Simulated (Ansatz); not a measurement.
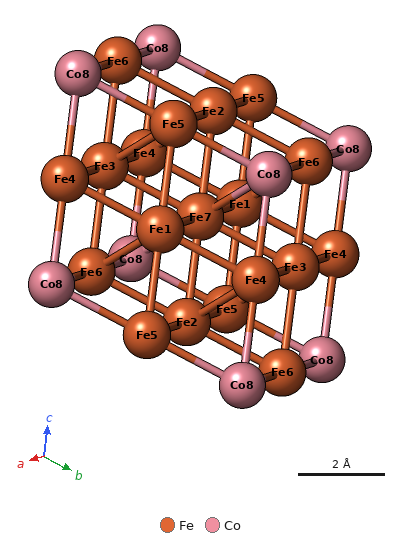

*The structure (ball-and-stick view of the cell of the calculation, seen slightly off an axis; atoms are numbered from 1 in the order of the input). An atom can appear more than once, as a periodic image.*

Near neighbours in the periodic cell (some may lie outside the picture): Fe has 8 Fe at 2.52 Å; Fe has 2 Co at 2.52 Å and 6 Fe at 2.52 Å; Co has 8 Fe at 2.52 Å.

**Run report: Fe7Co, single-point calculation (part 1 of 2)**

- system: Fe7Co (Im-3m, 8 atoms in the cell)
- method: DFT r2SCAN, scalar-relativistic, plane waves, PAW, spin-polarised (Ansatz 0.2.0)

The structure derives from a Materials Project entry. It belongs to a series of runs on one base structure; here: volume × 1.06. Figures and captions count atoms from 1; the log counts them from 0 in places.

Input file:
```yaml
crystal:
  lattice:
    - [-2.9064751498, 2.9064751498, 2.9064751498]
    - [2.9064751498, -2.9064751498, 2.9064751498]
    - [2.9064751498, 2.9064751498, -2.9064751498]
  atoms:
    - { symbol: Fe, position: [0.0, 0.5, 0.5], spin: 3.01 }
    - { symbol: Fe, position: [0.5, 0.5, 0.0], spin: 3.01 }
    - { symbol: Fe, position: [0.5, 0.0, 0.5], spin: 3.01 }
    - { symbol: Fe, position: [0.0, 0.0, 0.5], spin: 3.1 }
    - { symbol: Fe, position: [0.0, 0.5, 0.0], spin: 3.1 }
    - { symbol: Fe, position: [0.5, 0.0, 0.0], spin: 3.1 }
    - { symbol: Fe, position: [0.5, 0.5, 0.5], spin: 3.1 }
    - { symbol: Co, position: [0.0, 0.0, 0.0], spin: 2.12 }
basis:
  ecutwfc: 500
kpoints:
  mp_grid: { grid: [10, 10, 10] }
hamiltonian:
  xc: r2scan
scf:
  occupations: { method: gaussian, width: 0.1 }
output:
  forces: true
  stress: true
  eigenvalues: true
  populations: true
  write_density: true
  write_potential: true
  elf: true
  volumetric_format: npy
magnetization:
  spin_polarized: true
```

Launch command:
```bash
ansatz run input.yaml --threads 2 --pin off --max-ram 5120MiB --backend cpu --events-out ev --progress --plain --runs-dir out
```

The program's output:
```
Engine: ansatz 0.2.0, x86_64-unknown-linux-gnu
Pseudopotentials: kind: paw
Pseudopotential: Fe, paw, valence charge 16, recommended cutoff 500 eV (meta_gga), Fe.paw.azcp
Pseudopotential: Co, paw, valence charge 17, recommended cutoff 500 eV (meta_gga), Co.paw.azcp
Functional definition: r2SCAN
  parameter k0 = 0.174
  parameter k1 = 0.065
  parameter a1 = 4.9479
  exchange = r2scan_x(k0 = k0, k1 = k1, a1 = a1)
  correlation = r2scan_c
Crystal: 8 atoms, lattice volume = 98.211 Å³
Basis set: ecut = 500 eV, 2491 PW (Γ), exchange–correlation on 160×160×160 points (64 copies of the dense FFT grid, shifted against one another)
Bands: 92, of which v1, the nominal top of the filled ones, is band 65 counted from 1 (64 counted from 0)
Symmetry: 48 space group operations
Space group: Im-3m (ITA 229), of the structure as read, at distance tolerance 4.6e-5 Å
Magnetic group: BNS 229.140 (UNI 1642), of the structure as read, at distance tolerance 4.6e-5 Å
k-points: 47 of 1000
Non-local potential: Fe, projectors of the file, l = 0: 3, l = 1: 2, l = 2: 3, l = 3: 1
Non-local potential: Co, projectors of the file, l = 0: 3, l = 1: 2, l = 2: 3, l = 3: 1
PAW form: soft (Blöchl's): semilocal exchange-correlation on the pseudo side does not see the compensation charge
PAW frozen core: Fe, regenerated for the run's functional (the file was generated under x = pbe(κ = 0.804, μ = 0.2195149727645171), c = pbe(β = 0.06672455060314922))
PAW frozen core: Co, regenerated for the run's functional (the file was generated under x = pbe(κ = 0.804, μ = 0.2195149727645171), c = pbe(β = 0.06672455060314922))
PAW one-centre angular grid: Fe, 590 points (default); XC on 160 Gauss nodes
PAW one-centre angular grid: Co, 590 points (default); XC on 160 Gauss nodes
Initial density: superposition of atomic densities (chi_scale 0.1, normalization cell)
Starting moments: Σ|m| = 23.55 μB on 8 of 8 sites
Initial wavefunctions: pseudopotential atomic-orbital guess
Functional: x = r2scan, c = r2scan; τ floored in thin density (d = 2e-4 eV/Å³)
SCF iter   1: F=—  HF=-36530.344404 eV  |F-HF|=—  |Δ(HF+E_count)|=         —  Δρ=8.09e-2 (↑1.79e-2 ↓8.09e-2)  dr2=5.90e0  dr2_τ=3.86e-2  dr2_m=1.10e0  M=22.022 μB ∫|m|=22.817 μB  β_m=1.00  ethr=3.10e-3  ⟨swp⟩=5.1  Hψ=27812  notcnv=0  defer=74
Mixer restart at iter 1: flushing history
preconditioner: auto → Kerker (q_TF=auto, 2.855 Å⁻¹)  [metal: Δε(μ)=0.007 eV  Ē_g=8.815 eV  σ=0.100 eV  W_gap=0.04  n_scr=42 (ndim 8)  ℏωp=30.2 eV  f_vac=0.000  D(μ)=6.89/eV (n_scr^D=78)]
spin=Collinear: Kerker preconditioning applied to the charge; magnetization (m = ρ↑ − ρ↓) channel mixes plain (no charge-response kernel on spin).
SCF iter   2: F=—  HF=-36529.932627 eV  |F-HF|=—  |Δ(HF+E_count)|=   4.12e-1  Δρ=2.78e-2 (↑8.10e-3 ↓2.78e-2)  dr2=7.71e-1  dr2_τ=2.84e-2  dr2_m=1.42e-1  M=21.531 μB ∫|m|=23.390 μB  β_m=1.00  ethr=3.10e-3  ⟨swp⟩=2.3  Hψ=14321  notcnv=0  defer=1033  κ⁻¹=1.0e0(r=1)
SCF iter   3: F=—  HF=-36531.166527 eV  |F-HF|=—  |Δ(HF+E_count)|=    1.23e0  Δρ=8.32e-3 (↑7.12e-3 ↓8.32e-3)  dr2=7.05e-2  dr2_τ=3.27e-3  dr2_m=1.66e-3  M=21.212 μB ∫|m|=23.691 μB  β_m=1.00  ethr=5.98e-4  ⟨swp⟩=2.0  Hψ=12782  notcnv=0  defer=1039  κ⁻¹=2.8e-2(r=2)
SCF iter   4: F=—  HF=-36532.084224 eV  |F-HF|=—  |Δ(HF+E_count)|=         —  Δρ=6.98e-3 (↑6.10e-3 ↓6.98e-3)  dr2=4.83e-2  dr2_τ=1.55e-3  dr2_m=2.45e-3  M=21.153 μB ∫|m|=23.711 μB  β_m=1.00  ethr=5.46e-5  ⟨swp⟩=2.2  Hψ=16707  notcnv=0  defer=1056
Mixer restart at iter 4: flushing history
SCF iter   5: F=—  HF=-36532.503463 eV  |F-HF|=—  |Δ(HF+E_count)|=   4.19e-1  Δρ=6.72e-3 (↑4.51e-3 ↓6.72e-3)  dr2=4.23e-2  dr2_τ=1.40e-3  dr2_m=2.27e-3  M=21.021 μB ∫|m|=23.649 μB  β_m=1.00  ethr=3.75e-5  ⟨swp⟩=2.5  Hψ=16202  notcnv=0  defer=1056  κ⁻¹=1.0e0(r=1)
SCF iter   6: F=—  HF=-36532.753049 eV  |F-HF|=—  |Δ(HF+E_count)|=   2.50e-1  Δρ=5.94e-3 (↑3.85e-3 ↓5.94e-3)  dr2=3.76e-2  dr2_τ=1.06e-3  dr2_m=1.79e-3  M=20.913 μB ∫|m|=23.594 μB  β_m=1.00  ethr=3.28e-5  ⟨swp⟩=2.5  Hψ=14180  notcnv=0  defer=1056  κ⁻¹=8.1e-2(r=2)
SCF iter   7: F=—  HF=-36533.053799 eV  |F-HF|=—  |Δ(HF+E_count)|=   3.01e-1  Δρ=2.93e-3 (↑2.62e-3 ↓2.93e-3)  dr2=1.67e-2  dr2_τ=2.87e-4  dr2_m=6.74e-5  M=20.723 μB ∫|m|=23.482 μB  β_m=1.00  ethr=2.92e-5  ⟨swp⟩=2.1  Hψ=16270  notcnv=0  defer=1056  κ⁻¹=1.6e-2(r=3)
SCF iter   8: F=—  HF=-36533.106493 eV  |F-HF|=—  |Δ(HF+E_count)|=   5.27e-2  Δρ=1.04e-3 (↑1.03e-3 ↓1.04e-3)  dr2=7.99e-4  dr2_τ=2.25e-5  dr2_m=4.34e-4  M=20.648 μB ∫|m|=23.412 μB  β_m=1.00  ethr=1.30e-5  ⟨swp⟩=2.0  Hψ=14425  notcnv=0  defer=1056  κ⁻¹=5.4e-4(r=4)
SCF iter   9: F=—  HF=-36533.109712 eV  |F-HF|=—  |Δ(HF+E_count)|=   3.22e-3  Δρ=6.97e-4 (↑6.75e-4 ↓6.97e-4)  dr2=6.21e-4  dr2_τ=1.31e-5  dr2_m=3.69e-5  M=20.639 μB ∫|m|=23.409 μB  β_m=1.00  ethr=6.19e-7  ⟨swp⟩=2.2  Hψ=11737  notcnv=0  defer=1054  κ⁻¹=5.4e-4(r=5)
SCF iter  10: F=—  HF=-36533.114423 eV  |F-HF|=—  |Δ(HF+E_count)|=   4.71e-3  Δρ=4.31e-4 (↑3.16e-4 ↓4.31e-4)  dr2=2.92e-4  dr2_τ=2.19e-6  dr2_m=2.34e-5  M=20.621 μB ∫|m|=23.402 μB  β_m=1.00  ethr=4.82e-7  ⟨swp⟩=2.0  Hψ=14718  notcnv=0  defer=1054  κ⁻¹=5.4e-4(r=6)
SCF iter  11: F=—  HF=-36533.115838 eV  |F-HF|=—  |Δ(HF+E_count)|=   1.42e-3  Δρ=3.49e-4 (↑1.71e-4 ↓3.49e-4)  dr2=9.76e-5  dr2_τ=1.98e-6  dr2_m=2.71e-5  M=20.607 μB ∫|m|=23.395 μB  β_m=1.00  ethr=2.26e-7  ⟨swp⟩=2.0  Hψ=14729  notcnv=0  defer=1054  κ⁻¹=5.2e-4(r=7)
SCF iter  12: F=—  HF=-36533.116130 eV  |F-HF|=—  |Δ(HF+E_count)|=   2.91e-4  Δρ=1.38e-4 (↑1.13e-4 ↓1.38e-4)  dr2=3.69e-5  dr2_τ=1.14e-6  dr2_m=2.83e-6  M=20.597 μB ∫|m|=23.387 μB  β_m=1.00  ethr=7.57e-8  ⟨swp⟩=2.0  Hψ=14799  notcnv=0  defer=1054  κ⁻¹=2.5e-4(r=8)
SCF iter  13: F=—  HF=-36533.116160 eV  |F-HF|=—  |Δ(HF+E_count)|=   3.04e-5  Δρ=9.83e-5 (↑5.99e-5 ↓9.83e-5)  dr2=1.32e-5  dr2_τ=1.64e-7  dr2_m=5.50e-7  M=20.597 μB ∫|m|=23.386 μB  β_m=1.00  ethr=2.86e-8  ⟨swp⟩=2.0  Hψ=14727  notcnv=0  defer=1054  κ⁻¹=4.1e-5(r=8)
SCF iter  14: F=—  HF=-36533.116165 eV  |F-HF|=—  |Δ(HF+E_count)|=   5.45e-6  Δρ=5.97e-5 (↑3.59e-5 ↓5.97e-5)  dr2=5.10e-6  dr2_τ=6.78e-8  dr2_m=3.38e-7  M=20.597 μB ∫|m|=23.387 μB  β_m=1.00  ethr=1.02e-8  ⟨swp⟩=1.7  Hψ=11027  notcnv=0  defer=1054  κ⁻¹=3.0e-5(r=8)
SCF iter  15: F=—  HF=-36537.182365 eV  |F-HF|=—  |Δ(HF+E_count)|=         —  Δρ=1.72e-1 (↑1.72e-1 ↓1.71e-1)  dr2=8.04e-2  dr2_τ=2.59e-1  dr2_m=2.65e1  M=17.099 μB ∫|m|=22.306 μB  β_m=1.00  ethr=3.95e-9  ⟨swp⟩=2.0  Hψ=14703  notcnv=0  defer=1054
Mixer restart at iter 15: flushing history
SCF iter  16: F=—  HF=-36531.601990 eV  |F-HF|=—  |Δ(HF+E_count)|=    5.58e0  Δρ=1.76e-2 (↑1.56e-2 ↓1.76e-2)  dr2=4.30e-2  dr2_τ=2.47e-3  dr2_m=2.42e-1  M=16.843 μB ∫|m|=22.348 μB  β_m=1.00  ethr=3.88e-5  ⟨swp⟩=3.9  Hψ=23806  notcnv=0  defer=1074
SCF iter  17: F=—  HF=-36531.596223 eV  |F-HF|=—  |Δ(HF+E_count)|=   5.77e-3  Δρ=3.91e-3 (↑3.91e-3 ↓3.40e-3)  dr2=3.90e-2  dr2_τ=3.25e-4  dr2_m=8.34e-3  M=16.789 μB ∫|m|=22.334 μB  β_m=1.00  ethr=3.33e-5  ⟨swp⟩=2.1  Hψ=15490  notcnv=0  defer=1115  κ⁻¹=1.0e0(r=1)
SCF iter  18: F=—  HF=-36531.603645 eV  |F-HF|=—  |Δ(HF+E_count)|=   7.42e-3  Δρ=2.23e-3 (↑2.23e-3 ↓1.84e-3)  dr2=2.96e-2  dr2_τ=5.14e-5  dr2_m=1.06e-3  M=16.757 μB ∫|m|=22.333 μB  β_m=1.00  ethr=3.02e-5  ⟨swp⟩=1.4  Hψ=8709  notcnv=0  defer=1136  κ⁻¹=7.1e-3(r=2)
SCF iter  19: F=—  HF=-36531.613855 eV  |F-HF|=—  |Δ(HF+E_count)|=   1.02e-2  Δρ=1.36e-3 (↑1.36e-3 ↓1.13e-3)  dr2=4.32e-3  dr2_τ=4.93e-5  dr2_m=4.59e-4  M=16.680 μB ∫|m|=22.355 μB  β_m=1.00  ethr=2.29e-5  ⟨swp⟩=2.0  Hψ=15976  notcnv=0  defer=1147  κ⁻¹=2.0e-3(r=3)
SCF iter  20: F=—  HF=-36531.613090 eV  |F-HF|=—  |Δ(HF+E_count)|=         —  Δρ=1.03e-3 (↑1.02e-3 ↓1.03e-3)  dr2=1.93e-3  dr2_τ=4.72e-5  dr2_m=3.22e-5  M=16.670 μB ∫|m|=22.369 μB  ethr=3.35e-6  ⟨swp⟩=2.0  Hψ=14867  notcnv=0  defer=1147
Mixer restart at iter 20: flushing history
SCF iter  21: F=—  HF=-36533.116168 eV  |F-HF|=—  |Δ(HF+E_count)|=         —  Δρ=2.38e-5 (↑1.78e-5 ↓2.38e-5)  dr2=7.52e-7  dr2_τ=1.41e-8  dr2_m=5.21e-8  M=20.598 μB ∫|m|=23.387 μB  β_m=1.00  ethr=3.95e-9  ⟨swp⟩=3.3  Hψ=22199  notcnv=0  defer=758
SCF iter  22: F=—  HF=-36533.116168 eV  |F-HF|=—  |Δ(HF+E_count)|=   3.06e-7  Δρ=2.18e-5 (↑1.21e-5 ↓2.18e-5)  dr2=3.38e-7  dr2_τ=7.93e-9  dr2_m=9.11e-8  M=20.597 μB ∫|m|=23.387 μB  β_m=1.00  ethr=5.83e-10  ⟨swp⟩=2.0  Hψ=13700  notcnv=0  defer=758  κ⁻¹=1.0e0(r=1)
SCF iter  23: F=—  HF=-36533.116168 eV  |F-HF|=—  |Δ(HF+E_count)|=   4.61e-8  Δρ=1.40e-5 (↑1.00e-5 ↓1.40e-5)  dr2=1.90e-7  dr2_τ=2.86e-9  dr2_m=1.80e-8  M=20.597 μB ∫|m|=23.387 μB  β_m=1.00  ethr=2.62e-10  ⟨swp⟩=1.5  Hψ=11284  notcnv=0  defer=758  κ⁻¹=1.3e-2(r=2)
SCF iter  24: F=—  HF=-36533.116168 eV  |F-HF|=—  |Δ(HF+E_count)|=   1.94e-7  Δρ=8.43e-6 (↑7.53e-6 ↓8.43e-6)  dr2=1.01e-7  dr2_τ=1.54e-9  dr2_m=1.23e-9  M=20.597 μB ∫|m|=23.387 μB  β_m=1.00  ethr=1.47e-10  ⟨swp⟩=2.0  Hψ=12976  notcnv=0  defer=758  κ⁻¹=2.4e-3(r=3)
SCF iter  25: F=—  HF=-36533.116168 eV  |F-HF|=—  |Δ(HF+E_count)|=   2.21e-7  Δρ=3.98e-6 (↑3.94e-6 ↓3.98e-6)  dr2=4.34e-8  dr2_τ=3.15e-10  dr2_m=1.64e-10  M=20.597 μB ∫|m|=23.387 μB  β_m=1.00  ethr=7.85e-11  ⟨swp⟩=2.0  Hψ=14682  notcnv=0  defer=758  κ⁻¹=1.2e-3(r=4)
SCF iter  26: F=-36533.116168 eV  HF=-36533.116168 eV  |F-HF|=3.99e-9  |Δ(HF+E_count)|=   4.23e-8  Δρ=4.61e-6 (↑1.35e-6 ↓4.61e-6)  dr2=1.32e-8  dr2_τ=2.72e-10  dr2_m=3.88e-9  M=20.597 μB ∫|m|=23.387 μB  ethr=3.36e-11  ⟨swp⟩=11.9  Hψ=64946  notcnv=0
SCF 1 converged in 26 iterations: F = -36533.116168 eV  dr2 = 1.32e-8
  greatest PAW one-centre occupation: 1.005 electrons in one spin orbital (limit 2), on the Fe atom at site 4 (counted from 0), in its partial waves of l = 1
this state was not tested for a lower state beside it, because the mixer in use, unlike msr1, does not test its closes by its own steps (another_mixer; see scf.mixing.algorithm and scf.lower_state_search)
SCF converged after 26 iterations
Magnetization: 20.5973 μB (74.7986 up, 54.2014 down)
Absolute magnetization: 23.3929 μB (∫|ρ↑−ρ↓|, with the PAW one-centre terms)
Spin contamination: 1.0118 ħ² per cell (⟨S²⟩ above its minimum at these occupations)
Per-site moments (μB) at R_I (Å): [(2.807169499087941, 1.03829604251793), (2.807169499087937, 1.0382960425179297), (2.807169499087939, 1.03829604251793), (2.8855621569066336, 1.0382960425179297), (2.885562156906634, 1.03829604251793), (2.885562156906639, 1.03829604251793), (2.885562156906636, 1.03829604251793), (1.9383641764006703, 1.03829604251793)]
Free energy (F): -36533.116168 eV
Harris-Foulkes:  -36533.116168 eV  (|F-HF|=3.99e-9)
Internal energy: -36533.083066 eV  (E = F + TS)
E sigma→0 (E₀):  -36533.099617 eV
Entropy (-TS):   -0.033102 eV (-4.138 meV/atom)
Fermi energy:    16.822335 eV
--- Per-component energies (eV) ---
  E_band       = -2122.040733
  E_kinetic    = 2881.155528
  E_local      = -18144.885209  (includes V_loc(G=0)·N_el)
  E_nonlocal   = 2022.100786
  E_hartree    = 7589.464977
  E_xc         = -943.308884
  E_vxc        = -1396.336480  (∫ρ·V_xc dr)
  E_paw        = -11179.610060  (= ΣΔE_a)
  E_vpaw       = -2761.811661  (= ΣTr[D̂ρ^β])
  E_aug_tail   = 0.001818  (compensation charges beyond the density's cutoff)
  E_vtau       = 98.810474  (kinetic-family band-sum trace: ∫τ·v_τ [+ j·A + Jᵃ·Aᵃ] dr)
  E_ewald      = -18755.680491
  E_core_change = -2.321531  (= ΣΔE_core)
  E_smearing   = -0.033102  (= −TS)
  E_closure    = -0.000000  (closes the sum)
  Σ components = -36533.116168   (vs F -36533.116168, Δ=0.00e0)
```
